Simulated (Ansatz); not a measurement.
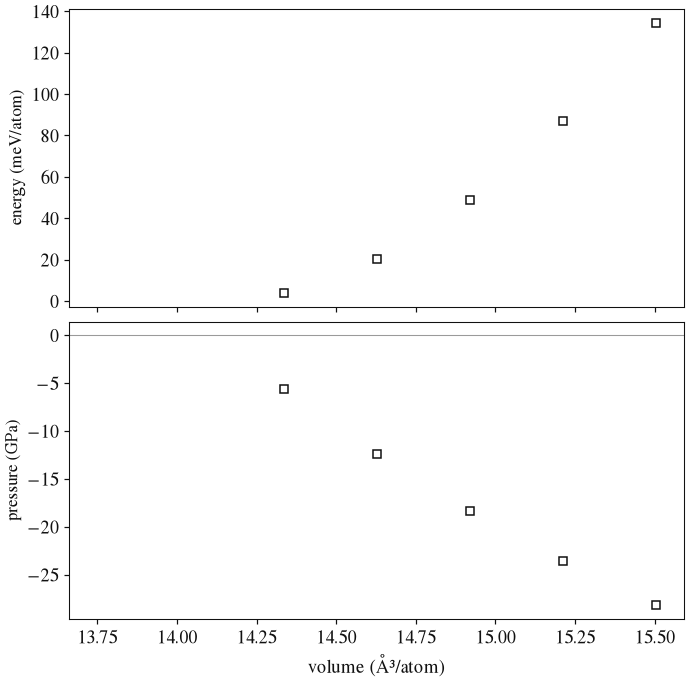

The plot gives the computed energy and pressure against volume for Ir, space group P6_3/mmc (No. 194).

Cell as given: a = 2.751 Å, b = 2.751 Å, c = 4.462 Å, α = 90.00°, β = 90.00°, γ = 120.00°; 2 atoms.

Calculation (Ansatz 0.2.0): all-electron LAPW DFT, no spin polarisation; energies at scaled volumes of the given cell, shape and fractions fixed, counted from the fit's minimum, third-order Birch-Murnaghan fit. Level: PBEsol.

- k mesh: 11×11×6
- occupations: Fermi–Dirac
- smearing width: 0.05 eV
- potentials: all electron LAPW, scalar relativistic
- program settings: basis error eV/atom 0.001

The points at volume 13.75 Å³/atom and 14.04 Å³/atom are left out of the plot. What values does the calculation give there?

| volume (Å³/atom) | energy (meV/atom) | pressure (GPa) |
| --- | --- | --- |
| 13.75 | 12 | 10.82 |
| 14.04 | 0 | 2.10 |

Keep in mind: shape and atomic fractions are frozen while scaling, which makes layered, chain and framework solids too stiff.
